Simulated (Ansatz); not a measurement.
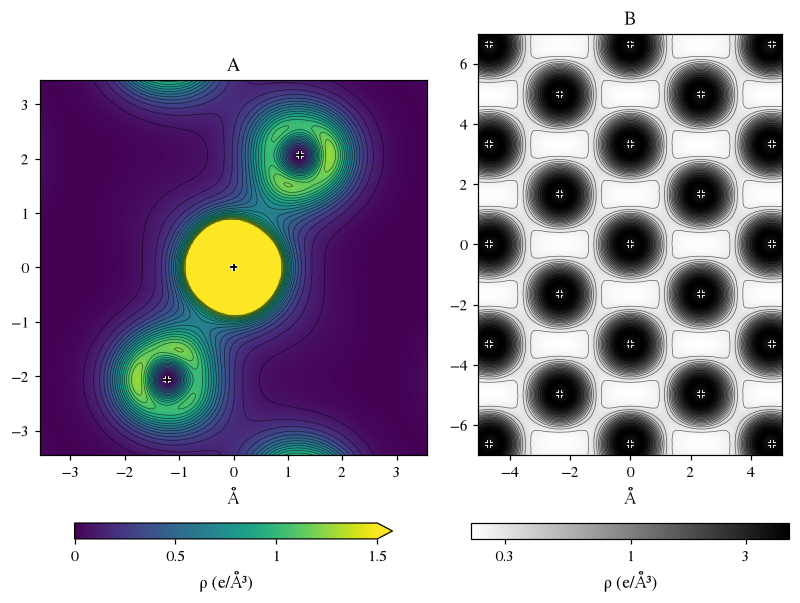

The valence electron density of 2 systems, each on a plane through atoms (crosses mark nuclei in the plane).

Theory: Ansatz, DFT PBE, scalar-relativistic, plane waves, PAW.

System 1: Ta, the (101̄) plane of the calculation cell. Space group Im-3m; a structure from a database of computed crystals, not necessarily the ambient phase.

System 2: PtS2, the (110) plane of the conventional cell. Space group P-3m1.

```cif
data_structure
_symmetry_space_group_name_H-M 'P 1'
_symmetry_Int_Tables_number 1
_cell_length_a 3.5754
_cell_length_b 3.5754
_cell_length_c 6.4287
_cell_angle_alpha 90.000
_cell_angle_beta 90.000
_cell_angle_gamma 120.000
_cell_volume 71.17
loop_
_atom_site_label
_atom_site_type_symbol
_atom_site_fract_x
_atom_site_fract_y
_atom_site_fract_z
_atom_site_occupancy
Pt1 Pt 0.00000 0.00000 0.00000 1
S1 S 0.66667 0.33333 0.80901 1
S2 S 0.33333 0.66667 0.19099 1
```

**Which map belongs to which system?**

Panel A is system 2, PtS2: the plane holds Pt and S. Pt–S (2.40 Å): the density is about 0.66 e/Å³ at the midpoint. Panel B is system 1, Ta: the plane holds Ta. Ta–Ta (2.87 Å): the density is about 0.3 e/Å³ at the midpoint.
